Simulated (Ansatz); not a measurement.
Al₂O₃

```
Al O
1.0
     4.66610    0.00000    0.00000
     0.00000    9.66100    0.00000
     0.00000    0.00000    3.00303
Al O
4 6
Direct
  0.42567 0.33008 0.50000
  0.57433 0.66992 0.50000
  0.92567 0.16992 0.00000
  0.07433 0.83008 0.00000
  0.74670 0.22561 0.50000
  0.00000 0.00000 0.00000
  0.75330 0.72561 0.00000
  0.24670 0.27439 0.00000
  0.25330 0.77439 0.50000
  0.50000 0.50000 0.50000
```

Space group Pnnm; a structure from a database of computed crystals, not necessarily the ambient phase.

Method: Ansatz 0.2.0, DFT PBEsol, plane waves, PAW.

Question: Predict the valence pseudo-density and electron localisation function between the atoms.

Answer: Al–O (1.68 Å): ρ at the midpoint is about 0.9 e/Å³; the ELF peaks at about 0.85 in the valence shell of O, 0.7 Å from its nucleus, and is about 0.80 at the midpoint.
Al–O (1.81 Å): ρ is about 0.7 e/Å³ halfway; the ELF peaks at about 0.85 in the valence shell of O, 0.7 Å from its nucleus, and is about 0.80 at the midpoint.

Question: Metal or insulator at this level of theory?

Answer: It is gapped, with a Kohn–Sham gap of 3.4 eV on the k-point mesh (the band edges may lie off the mesh, which would make the gap smaller).

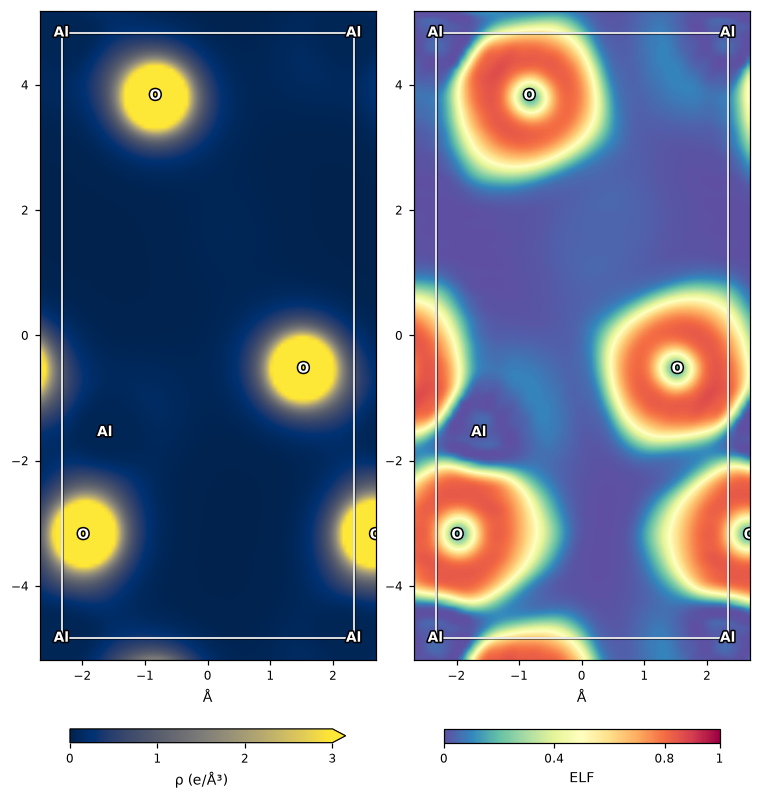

Computed valence pseudo-density and electron localisation function on the (001) plane of the conventional cell, in this order. 

Core electrons are frozen (PAW), and the valence fields are smoothed inside the atomic spheres.
